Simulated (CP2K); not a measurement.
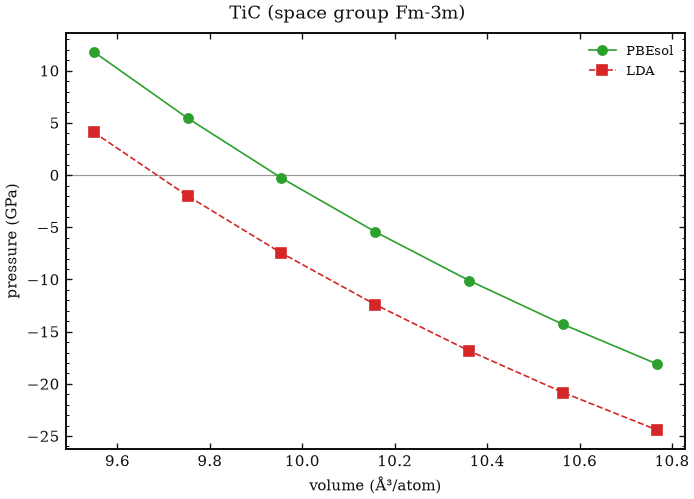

The plot gives the computed pressure against volume, with one curve for each functional, for TiC (space group Fm-3m).

Computed with CP2K 2026.2: DFT in Gaussian orbitals with a plane-wave density, no spin polarisation; energies at scaled volumes of the given cell, shape and fractions fixed, counted from the fit's minimum, third-order Birch-Murnaghan fit. All runs: no spin polarisation.

- k mesh: 11×11×11
- occupations: Fermi–Dirac
- density cutoff: 6123 eV

Settings that differ: PBEsol: potentials GTH-PBE-with-UZH-TZVP-basis, smearing width 0.1 eV; LDA: potentials GTH-PADE-with-UZH-TZVP-basis, smearing width 0.05 eV.

Question: Order the curves by fitted equilibrium volume, smallest first.

Answer: LDA 9.683, PBEsol 9.945 Å³/atom.

Question: Order the curves by fitted bulk modulus, smallest first.

Answer: PBEsol 267.6, LDA 285.8 GPa.

Question: For PBEsol: what does the pressure do across the range?

Answer: It falls from 11.81 GPa at volume 9.55 Å³/atom to −18.10 GPa at 10.77 Å³/atom, and changes sign near 9.94 Å³/atom.
